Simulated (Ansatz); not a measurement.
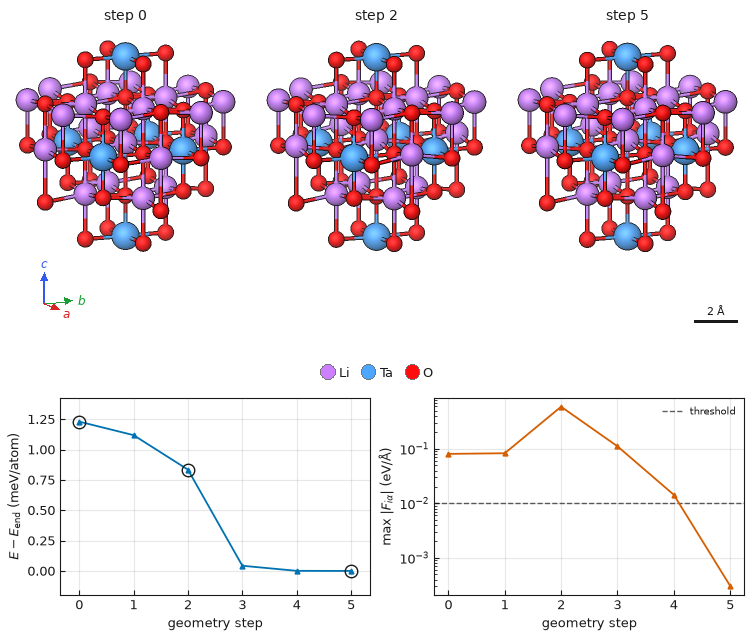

Frames of a relaxation of crystalline Li$_{3}$TaO$_{4}$ (set up in I4mm), marked on the history of the run. Style: ball-and-stick. Shown: the atoms within 5.0 Å of the atom that moves most (axes of the conventional cell (2 times the calculation's cell)), slightly off an axis. Lengths and directions refer to the drawn axes.

Case: the unstable mode frozen in at +0.15 Å, atoms relaxed.

Method: DFT PBEsol, scalar-relativistic, plane waves, PAW (Ansatz 0.2.0). Settings: plane-wave cutoff 420 eV; k-point mesh 10 × 10 × 10; occupations gaussian; smearing width 0.05 eV; no spin polarisation; atoms relaxed in a fixed cell; force threshold 0.01 eV/Å; at most 60 steps.

Q: What happens along the run?

A: A Li atom moves most: 0.13 Å along +c. Largest moves by element: Li 0.13 Å, O 0.03 Å, Ta 0.02 Å. The cell doesn't change. Some distances before and after: Li–O 2.498 → 2.662 Å, Li–O 2.168 → 2.007 Å, Li–O 2.112 → 2.093 Å, Li–O 2.141 → 2.160 Å. Among the angles between lasting bonds that change: Li–O–Li 171.5° → 163.1°, O–Li–O 171.5° → 163.1°, Li–O–Li 85.7° → 81.6°. The space group stays I4mm (No. 107). Over 5 geometry steps the energy falls by 1.2 meV per atom. The largest force component goes from 0.081 to 0.00031 eV/Å. Cost: 23 s on 2 threads of AMD EPYC 9R45 96-Core Processor (Zen 5), with other jobs on the host, peak memory 0.55 GiB. From step 0 to 2: a Li atom moves most (0.16 Å), energy −0.4 meV per atom. From step 2 to 5: a Li atom moves most (0.03 Å), energy −0.8 meV per atom.
